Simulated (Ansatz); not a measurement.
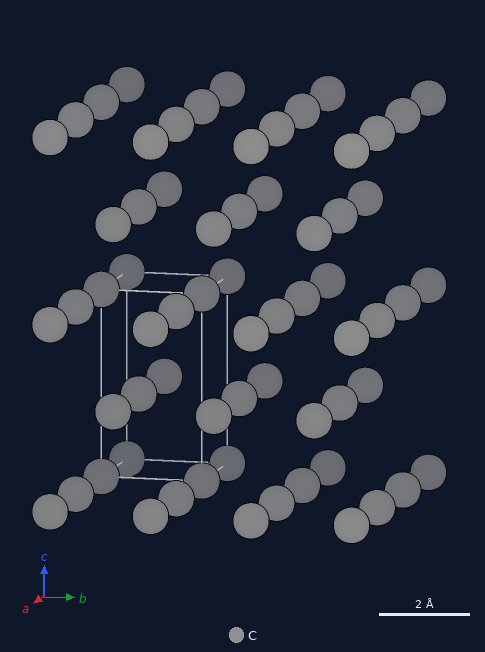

This is a symmetric starting cell of C (made from another compound by putting C in place of Sn). Style: ball-and-stick. Shown: the conventional cell (2 times the calculation's cell), repeated 3 × 3 × 2 with one cell outlined, slightly off an axis. Lengths and directions refer to the drawn axes.

Theory: DFT PBEsol, scalar-relativistic, plane waves, PAW (Ansatz). (plane-wave cutoff 420 eV; k-point mesh 24 × 24 × 24; occupations gaussian; smearing width 0.1 eV; no spin polarisation)

Now this is done to it. The cell is strained by +8.9 % along c and +2.9 % across it (volume +15.4 %), the atoms keeping their fractional coordinates. No relaxation follows. The starting cell wasn't computed here and needn't be at equilibrium, so pressure and forces aren't due to the change alone.

> Predict the response.

The pressure is −35.7 GPa (not all of it need come from the change, since the unchanged cell can be under pressure at this level too). The principal stresses (compression positive) are −21.9 GPa along c and −42.6 GPa across it. All forces vanish by symmetry. The space group stays I4/mmm (No. 139).

The changed structure in the same view:

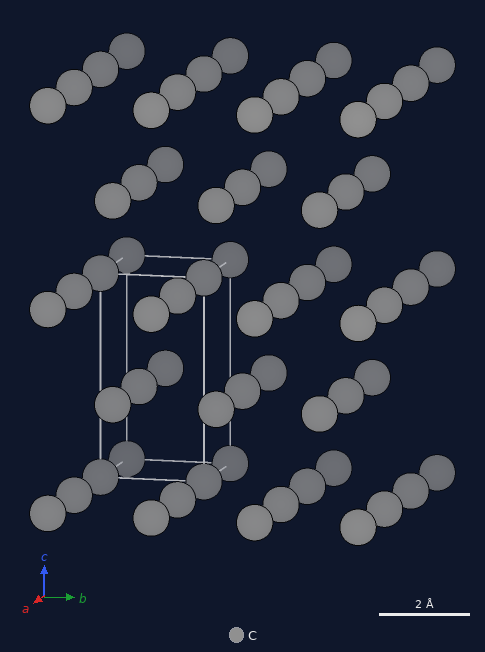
